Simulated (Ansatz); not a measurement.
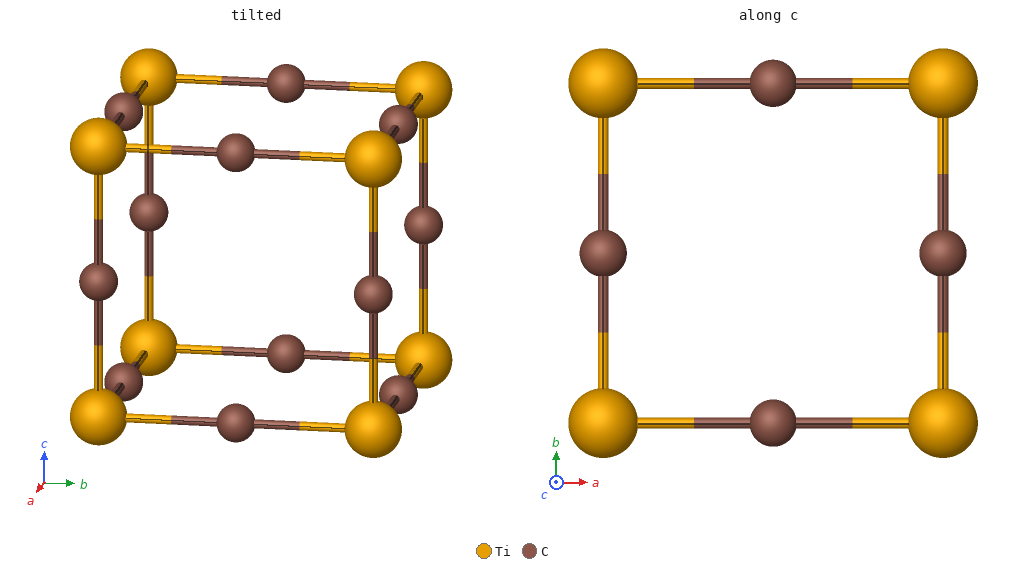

Drawn in the ball-and-stick manner and seen slightly off an axis and along the c axis. The conventional unit cell is drawn as a box. Cell: a = 4.05 Å, b = 4.05 Å, c = 4.05 Å, α = 90.00°, β = 90.00°, γ = 90.00°.

The initial geometry was a random cell made by a generator, so it need not be a real form of the compound. Earlier steps of the study may have refined or changed the cell and positions. A calculation with Ansatz used it as input.

> Notes on the structure:

It has the composition TiC$_{3}$. The structure has Pm-3m (No. 221) symmetry and a primitive cubic lattice. Among the common structure types it is ReO₃ type. Cell content 1 Ti, 3 C; Z = 1. About every Ti there are six C in an octahedral arrangement at about 2.0 Å. The C atoms are each bonded to two Ti in a linear arrangement at about 2.0 Å. The bonds build a three-dimensional framework.

All computed values are from Ansatz, DFT PBE, scalar-relativistic, plane waves, PAW. Settings: cutoff 420 eV, Brillouin-zone sampling on a 12×12×12 mesh, Gaussian smearing of 0.1 eV, no spin polarisation.

> How large a gap does the method give, if there is one?

A metal: bands cross the Fermi level.

> What charge does Bader's analysis assign to each element?

Ti +1.62 e; C -0.54 e.

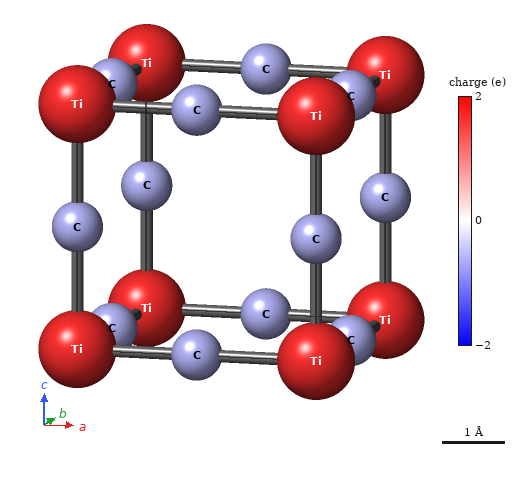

The atoms coloured by those charges. The run's cell of 4 atoms is drawn.

> Can this geometry be taken as optimised?

Yes. All forces vanish to within 0.01 eV/Å. The pressure is 0.0 GPa, close to zero.
